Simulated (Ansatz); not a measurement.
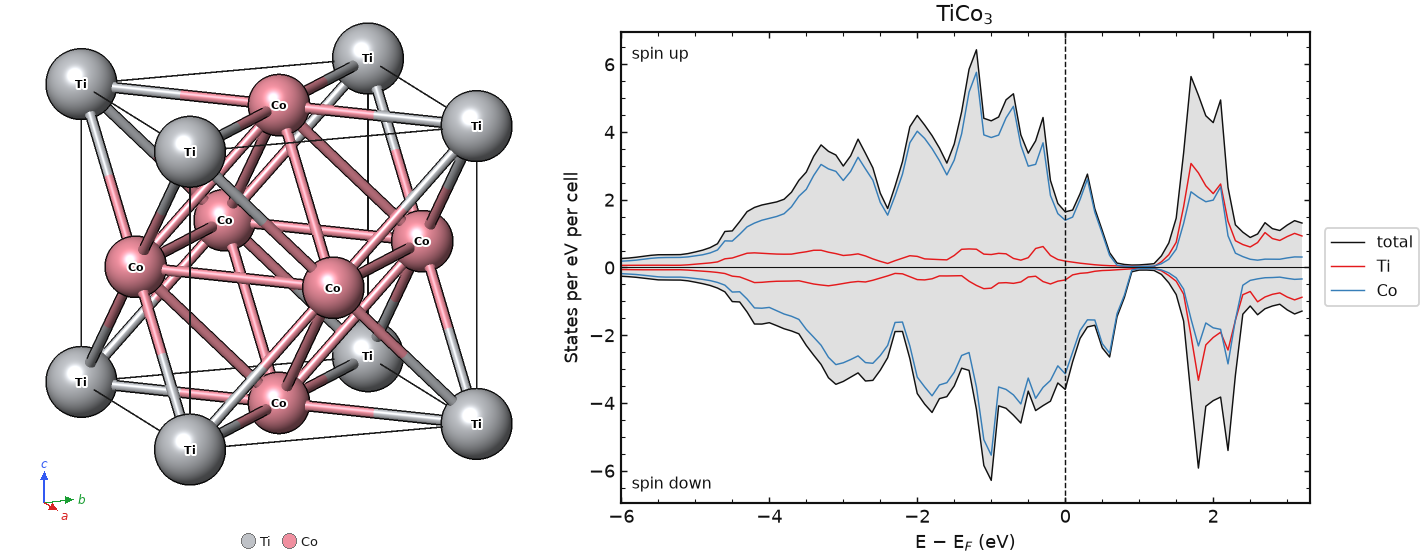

Density of states of TiCo3, space group Pm-3m (No. 221), 4 atoms in the cell, beside the structure. Ansatz; DFT PBEsol, scalar-relativistic, plane waves, PAW, spin-polarised, 12×12×12 k mesh. Energies are counted from the Fermi level. The partial curves are projected on Löwdin-orthogonalised atomic shells. Spin-down states are drawn negative.

It is a metal. The density of states at the Fermi level is about 5.2 per eV and cell (mean within 0.25 eV), or 1.3 per atom. By projected weight, the states within 0.3 eV of the Fermi level are Co (90 %). At the Fermi level spin up gives about 2 and spin down about 3.2 states per eV, a polarisation (up − down)/(up + down) of about −0.2. The two spin channels differ: the cell has a net moment of 0.7 μB, with spin up in the majority.
